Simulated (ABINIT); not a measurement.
**Run report: TiC, elastic calculation (part 1 of 2)**

The run: elastic calculation of TiC (2 atoms in the cell). Method and program: Kohn-Sham DFT of a periodic cell, LDA, PseudoDojo NC SR LDA v0.4.1 standard, no spin polarisation (ABINIT 10.8.3).

The structure derives from a Materials Project entry.

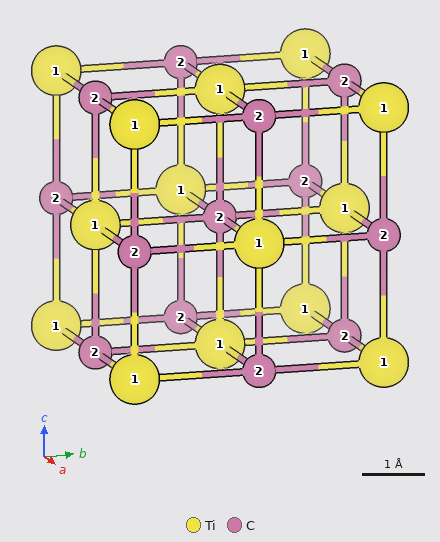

*The structure as given in the input (ball-and-stick view of the cell 4 times as large as that of the calculation, set on its symmetry axes, seen slightly off an axis; atoms are numbered from 1 in the order of the input). An atom can appear more than once, as a periodic image.*

Near neighbours in the periodic cell (some may lie outside the picture): Ti has 6 C at 2.13 Å; C has 6 Ti at 2.13 Å.

Summary:

| quantity | value |
| --- | --- |
| outcome | converged |
| space group (tolerance 0.01 Å) | Fm-3m (225) |
| electrons treated | 16 |
| free energy | −1780.9340 eV |
| Fermi energy | 11.330 eV |
| pressure | 0.07 GPa |
| largest force (length of the vector) | under 0.001 eV/Å |
| hardware | 4 threads of Intel Xeon @ 2.90GHz (Ice Lake), 192 GiB of memory available, shared host |
| wall time | 5.2 min (CPU time 20 min) |
| peak memory | 0.44 GiB |

Notes:

The settings depart from the standard set-up of this series, which can bear on the numbers. Points of doubt noted for this run: k mesh coarse for metal response.

The input:
```
# Datasets
ndtset 2

# Pseudopotentials
pp_dirpath "./"
pseudos "Ti.upf, C.upf"

# Structure
acell 5.6963906674 5.6963906674 5.6963906674
rprim
     0.0000000000     0.7071067812     0.7071067812
     0.7071067812     0.0000000000     0.7071067812
     0.7071067812     0.7071067812     0.0000000000
ntypat 2
znucl 22 6
natom 2
typat 1 2
chkprim 0
chksymtnons 0
tolsym 1.0e-6
xred
            0.0            0.0            0.0
            1/2            1/2            1/2

# Plane-wave basis
ecut 1142.878222 eV
ecutsm 0.5

# k points
ngkpt 6 6 6
nshiftk 4
shiftk
     0.5000000000     0.5000000000     0.5000000000
     0.5000000000     0.0000000000     0.0000000000
     0.0000000000     0.5000000000     0.0000000000
     0.0000000000     0.0000000000     0.5000000000

# Exchange and correlation
ixc 7

# Bands and occupations
nband 16
occopt 3
tsmear 0.05 eV

# SCF cycle
nstep 80

# Output
prteig 0
prtebands 0
prtwf 0
prtden 0
prtpot 0

# Dataset 1: ground state
kptopt1 1
tolvrs1 1.0e-15
prtwf1 1
tolwfr1 1.0e-14
nbdbuf1 4
nline1 6

# Dataset 2: response at q = 0 to atomic displacements, strain
rfphon2 1
rfstrs2 3
rfatpol2 1 2
rfdir2 1 1 1
getwfk2 1
kptopt2 2
nqpt2 1
qpt2 0.0 0.0 0.0
tolvrs2 1.0e-8
```

File mrgddb.in:
```
merged_DDB
TiC
2
runo_DS1_DDB
runo_DS2_DDB
```

File anaddb.abi:
```
ddb_filepath "merged_DDB"
output_file "anaddb.abo"
outdata_prefix "ana"
asr 1
chneut 0
dipdip 0
dieflag 0
enunit 0
elaflag 3
instrflag 1
eivec 1
nph1l 1
qph1l 0.0 0.0 0.0 1.0
```

Launch command:
```bash
mpirun --bind-to none -np 4 abinit run.abi > log 2>&1
mrgddb < mrgddb.in > mrgddb.log 2>&1
anaddb anaddb.abi > anaddb.log 2>&1
```

The program's output:
```
.Version 10.8.3 of ABINIT
 DATASET    1 : space group Fm -3 m (#225); Bravais cF (face-center cubic)
================================================================================
 Values of the parameters that define the memory need for DATASET  1.
     intxc =       0    ionmov =       0      iscf =       7    lmnmax =       6
     lnmax =       6     mgfft =      36  mpssoang =       3    mqgrid =    3001
     natom =       2  nloc_mem =       1    nspden =       1   nspinor =       1
    nsppol =       1      nsym =      48    n1xccc =    2501    ntypat =       2
    occopt =       3   xclevel =       1
       mpw =        1718          nfft =       46656          nkpt =          28
================================================================================
================================================================================

 DATASET    2 : space group Fm -3 m (#225); Bravais cF (face-center cubic)
================================================================================
 Values of the parameters that define the memory need for DATASET  2 (RF).
     intxc =       0      iscf =       7    lmnmax =       6     lnmax =       6
     mgfft =      36  mpssoang =       3    mqgrid =    3001     natom =       2
  nloc_mem =       1    nspden =       1   nspinor =       1    nsppol =       1
      nsym =      48    n1xccc =    2501    ntypat =       2    occopt =       3
   xclevel =       1
      nfft =       46656          nkpt =         432
================================================================================
================================================================================

--------------------------------------------------------------------------------
------------- Echo of variables that govern the present computation ------------
--------------------------------------------------------------------------------
 -outvars: echo values of preprocessed input variables --------
            acell      5.6963906674E+00  5.6963906674E+00  5.6963906674E+00 Bohr
              amu      4.78800000E+01  1.20110000E+01
          chkprim           0
      chksymtnons           0
             ecut      4.20000000E+01 Hartree
           ecutsm      5.00000000E-01 Hartree
           getwfk1          0
           getwfk2          1
              ixc           7
           jdtset        1    2
                       outvar_i_n : Printing only first  50 k-points.
           kptopt1          1
           kptopt2          2
         kptrlatt        6   -6    6     -6    6    6     -6   -6    6
          kptrlen      4.83354776E+01
            natom           2
            nband1         16
            nband2         16
           nbdbuf1          4
           nbdbuf2          2
           ndtset           2
            ngfft          36      36      36
             nkpt1         28
             nkpt2        432
            nline1          6
            nline2          4
             nqpt1          0
             nqpt2          1
            nstep          80
             nsym          48
           ntypat           2
                       prtocc : prtvol=0, do not print more k-points.
           occopt           3
        optdriver1          0
        optdriver2          1
           prtden           0
        prtebands           0
           prteig           0
            prtwf1          1
            prtwf2          0
           rfphon1          0
           rfphon2          1
           rfstrs1          0
           rfstrs2          3
            rprim      0.0000000000E+00  7.0710678120E-01  7.0710678120E-01
                       7.0710678120E-01  0.0000000000E+00  7.0710678120E-01
                       7.0710678120E-01  7.0710678120E-01  0.0000000000E+00
           shiftk      5.00000000E-01  5.00000000E-01  5.00000000E-01
          spgroup         225
           tolsym      1.00000000E-06
           tolvrs1     1.00000000E-15
           tolvrs2     1.00000000E-08
           tolwfr1     1.00000000E-14
           tolwfr2     0.00000000E+00
           tsmear      1.83746611E-03 Hartree
            typat      1  2
                       outvars : Printing only first  50 k-points.
           xangst      0.0000000000E+00  0.0000000000E+00  0.0000000000E+00
                       2.1315027686E+00  2.1315027686E+00  2.1315027686E+00
            xcart      0.0000000000E+00  0.0000000000E+00  0.0000000000E+00
                       4.0279564693E+00  4.0279564693E+00  4.0279564693E+00
             xred      0.0000000000E+00  0.0000000000E+00  0.0000000000E+00
                       5.0000000000E-01  5.0000000000E-01  5.0000000000E-01
            znucl       22.00000    6.00000

================================================================================

 chkinp: Checking input parameters for consistency, jdtset=   1.

 chkinp: Checking input parameters for consistency, jdtset=   2.

================================================================================
== DATASET  1 ==================================================================

--- !DatasetInfo
iteration_state: {dtset: 1, }
dimensions: {natom: 2, nkpt: 28, mband: 16, nsppol: 1, nspinor: 1, nspden: 1, mpw: 1718, }
cutoff_energies: {ecut:  42.0, pawecutdg:  -1.0, }
electrons: {nelect:   1.60000000E+01, charge:   0.00000000E+00, occopt:   3.00000000E+00, tsmear:   1.83746611E-03, }
meta: {optdriver: 0, ionmov: 0, optcell: 0, iscf: 7, paral_kgb: 0, }
...

 Exchange-correlation functional for the present dataset will be:
  LDA: Perdew-Wang 92 LSD fit to Ceperley-Alder data - ixc=7
  J.P.Perdew and Y.Wang, PRB 45, 13244 (1992)

 Real(R)+Recip(G) space primitive vectors, cartesian coordinates (Bohr,Bohr^-1):
 R(1)=  0.0000000  4.0279565  4.0279565  G(1)= -0.1241324  0.1241324  0.1241324
 R(2)=  4.0279565  0.0000000  4.0279565  G(2)=  0.1241324 -0.1241324  0.1241324
 R(3)=  4.0279565  4.0279565  0.0000000  G(3)=  0.1241324  0.1241324 -0.1241324
 Unit cell volume ucvol=  1.3070262E+02 bohr^3
 Angles (23,13,12)=  6.00000000E+01  6.00000000E+01  6.00000000E+01 degrees

 getcut: wavevector=  0.0000  0.0000  0.0000  ngfft=  36  36  36
         ecut(hartree)=     42.000   => boxcut(ratio)=   2.16627

--- Pseudopotential description ------------------------------------------------
- pspini: atom type   1  psp file is ./Ti.upf
  22.00000  12.00000  180309                  znucl, zion, pspdat
12 -1012 2 -1 1568                            pspcod,pspxc,lmax,lloc,mmax
     nproj     2     2     2

- pspini: atom type   2  psp file is ./C.upf
   6.00000   4.00000  180309                  znucl, zion, pspdat
12 -1012 1 -1 1234                            pspcod,pspxc,lmax,lloc,mmax
     nproj     2     2     0

   3.07114594E+02                                ecore*ucvol(ha*bohr**3)
--------------------------------------------------------------------------------

================================================================================

--- !BeginCycle
iteration_state: {dtset: 1, }
solver: {iscf: 7, nstep: 80, nline: 6, wfoptalg: 0, }
tolerances: {tolwfr: 1.00E-14, tolvrs: 1.00E-15, }
...

     iter   Etot(hartree)      deltaE(h)  residm     vres2
 ETOT  1  -65.166854323626    -6.517E+01 4.603E-02 1.423E+03
 ETOT  2  -64.332255567263     8.346E-01 7.659E-05 5.908E+03
 ETOT  3  -65.445655106985    -1.113E+00 1.491E-02 1.599E+01
 ETOT  4  -65.447393321172    -1.738E-03 5.233E-05 4.307E+00
 ETOT  5  -65.448086833664    -6.935E-04 3.674E-05 1.637E-01
 ETOT  6  -65.448114370515    -2.754E-05 5.136E-07 1.265E-02
 ETOT  7  -65.448116587751    -2.217E-06 1.102E-07 6.305E-05
 ETOT  8  -65.448116598588    -1.084E-08 2.568E-10 6.763E-08
 ETOT  9  -65.448116598599    -1.062E-11 1.401E-13 2.935E-09
 ETOT 10  -65.448116598603    -3.880E-12 2.737E-14 7.962E-12
 ETOT 11  -65.448116598601     1.876E-12 8.138E-15 6.090E-13
 ETOT 12  -65.448116598600     5.116E-13 8.338E-15 1.493E-14
 ETOT 13  -65.448116598602    -1.322E-12 8.397E-15 2.944E-16

 At SCF step   13  max residual=  8.40E-15 < tolwfr=  1.00E-14 AND vres2   =  2.94E-16 < tolvrs=  1.00E-15 =>converged.

 Cartesian components of stress tensor (hartree/bohr^3)
  sigma(1 1)= -2.45602114E-06  sigma(3 2)=  0.00000000E+00
  sigma(2 2)= -2.45602114E-06  sigma(3 1)=  0.00000000E+00
  sigma(3 3)= -2.45602114E-06  sigma(2 1)=  0.00000000E+00

--- !ResultsGS
iteration_state: {dtset: 1, }
comment   : Summary of ground state results
lattice_vectors:
- [  0.0000000,   4.0279565,   4.0279565, ]
- [  4.0279565,   0.0000000,   4.0279565, ]
- [  4.0279565,   4.0279565,   0.0000000, ]
lattice_lengths: [   5.69639,    5.69639,    5.69639, ]
lattice_angles: [ 60.000,  60.000,  60.000, ] # degrees, (23, 13, 12)
lattice_volume:   1.3070262E+02
convergence: {deltae: -1.322E-12, res2:  2.944E-16, residm:  8.397E-15, diffor: null, }
etotal    :  -6.54481166E+01
entropy   :   0.00000000E+00
fermie    :   4.16352659E-01
cartesian_stress_tensor: # hartree/bohr^3
- [ -2.45602114E-06,   0.00000000E+00,   0.00000000E+00, ]
- [  0.00000000E+00,  -2.45602114E-06,   0.00000000E+00, ]
- [  0.00000000E+00,   0.00000000E+00,  -2.45602114E-06, ]
pressure_GPa:   7.2259E-02
xred      :
- [  0.0000E+00,   0.0000E+00,   0.0000E+00, Ti]
- [  5.0000E-01,   5.0000E-01,   5.0000E-01,  C]
cartesian_forces: # hartree/bohr
- [ -0.00000000E+00,  -0.00000000E+00,  -0.00000000E+00, ]
- [ -0.00000000E+00,  -0.00000000E+00,  -0.00000000E+00, ]
force_length_stats: {min:   0.00000000E+00, max:   0.00000000E+00, mean:   0.00000000E+00, }
...

 Integrated electronic density in atomic spheres:
 ------------------------------------------------
 Atom  Sphere_radius  Integrated_density
    1        2.00000          9.60902109
    2        2.00000          3.95696193
================================================================================

 ----iterations are completed or convergence reached----

 Mean square residual over all n,k,spin=   21.062E-16; max=  83.974E-16
 reduced coordinates (array xred) for    2 atoms
       0.000000000000      0.000000000000      0.000000000000
       0.500000000000      0.500000000000      0.500000000000
 rms dE/dt=  0.0000E+00; max dE/dt=  0.0000E+00; dE/dt below (all hartree)
    1       0.000000000000      0.000000000000      0.000000000000
    2       0.000000000000      0.000000000000      0.000000000000

 cartesian coordinates (angstrom) at end:
    1      0.00000000000000     0.00000000000000     0.00000000000000
    2      2.13150276860780     2.13150276860780     2.13150276860780

 cartesian forces (hartree/bohr) at end:
    1     -0.00000000000000    -0.00000000000000    -0.00000000000000
    2     -0.00000000000000    -0.00000000000000    -0.00000000000000
 frms,max,avg= 0.0000000E+00 0.0000000E+00   0.000E+00  0.000E+00  0.000E+00 h/b

 cartesian forces (eV/Angstrom) at end:
    1     -0.00000000000000    -0.00000000000000    -0.00000000000000
    2     -0.00000000000000    -0.00000000000000    -0.00000000000000
 frms,max,avg= 0.0000000E+00 0.0000000E+00   0.000E+00  0.000E+00  0.000E+00 e/A
 length scales=  5.696390667400  5.696390667400  5.696390667400 bohr
              =  3.014400123544  3.014400123544  3.014400123544 angstroms
 Fermi (or HOMO) energy (hartree) =   0.41635   Average Vxc (hartree)=  -0.49155
 Eigenvalues (hartree) for nkpt=  28  k points:
 kpt#   1, nband= 16, wtk=  0.02778, kpt= -0.0833 -0.1667  0.0000 (reduced coord)
  -1.63699   -0.77217   -0.76864   -0.76828   -0.02192    0.35966    0.39073    0.40061
   0.43951    0.47809    0.51685    0.54602    0.59915    0.86000    0.94820    1.13222
      occupation numbers for kpt#   1
   2.00000    2.00000    2.00000    2.00000    2.00000    2.00000    2.00000    1.99962
   0.00001    0.00000    0.00000    0.00000    0.00000    0.00000    0.00000    0.00000
 prteigrs : prtvol=0 or 1, do not print more k-points.

--- !EnergyTerms
iteration_state     : {dtset: 1, }
comment             : Components of total free energy in Hartree
kinetic             :  2.74281563399479E+01
hartree             :  1.10928681810671E+01
xc                  : -1.08218585152207E+01
Ewald energy        : -5.20234202625819E+01
psp_core            :  2.34972021623348E+00
local_psp           : -4.36997855712258E+01
non_local_psp       :  2.26368703059205E-01
internal            : -6.54479509087208E+01
'-kT*entropy'       : -1.65689881047732E-04
total_energy        : -6.54481165986018E+01
total_energy_eV     : -1.78093397983655E+03
band_energy         : -5.96934136732788E+00
...

 Cartesian components of stress tensor (hartree/bohr^3)
  sigma(1 1)= -2.45602114E-06  sigma(3 2)=  0.00000000E+00
  sigma(2 2)= -2.45602114E-06  sigma(3 1)=  0.00000000E+00
  sigma(3 3)= -2.45602114E-06  sigma(2 1)=  0.00000000E+00

-Cartesian components of stress tensor (GPa)         [Pressure=  7.2259E-02 GPa]
- sigma(1 1)= -7.22586365E-02  sigma(3 2)=  0.00000000E+00
- sigma(2 2)= -7.22586365E-02  sigma(3 1)=  0.00000000E+00
- sigma(3 3)= -7.22586365E-02  sigma(2 1)=  0.00000000E+00

================================================================================
== DATASET  2 ==================================================================

--- !DatasetInfo
iteration_state: {dtset: 2, }
dimensions: {natom: 2, nkpt: 432, mband: 16, nsppol: 1, nspinor: 1, nspden: 1, mpw: 1718, }
cutoff_energies: {ecut:  42.0, pawecutdg:  -1.0, }
electrons: {nelect:   1.60000000E+01, charge:   0.00000000E+00, occopt:   3.00000000E+00, tsmear:   1.83746611E-03, }
meta: {optdriver: 1, rfphon: 1, rfstrs: 3, }
...

 mkfilename : getwfk/=0, take file _WFK from output of DATASET   1.

 Exchange-correlation functional for the present dataset will be:
  LDA: Perdew-Wang 92 LSD fit to Ceperley-Alder data - ixc=7
  J.P.Perdew and Y.Wang, PRB 45, 13244 (1992)

 Real(R)+Recip(G) space primitive vectors, cartesian coordinates (Bohr,Bohr^-1):
 R(1)=  0.0000000  4.0279565  4.0279565  G(1)= -0.1241324  0.1241324  0.1241324
 R(2)=  4.0279565  0.0000000  4.0279565  G(2)=  0.1241324 -0.1241324  0.1241324
 R(3)=  4.0279565  4.0279565  0.0000000  G(3)=  0.1241324  0.1241324 -0.1241324
 Unit cell volume ucvol=  1.3070262E+02 bohr^3
 Angles (23,13,12)=  6.00000000E+01  6.00000000E+01  6.00000000E+01 degrees
 setup1 : take into account q-point for computing boxcut.

 getcut: wavevector=  0.0000  0.0000  0.0000  ngfft=  36  36  36
         ecut(hartree)=     42.000   => boxcut(ratio)=   2.16627
```
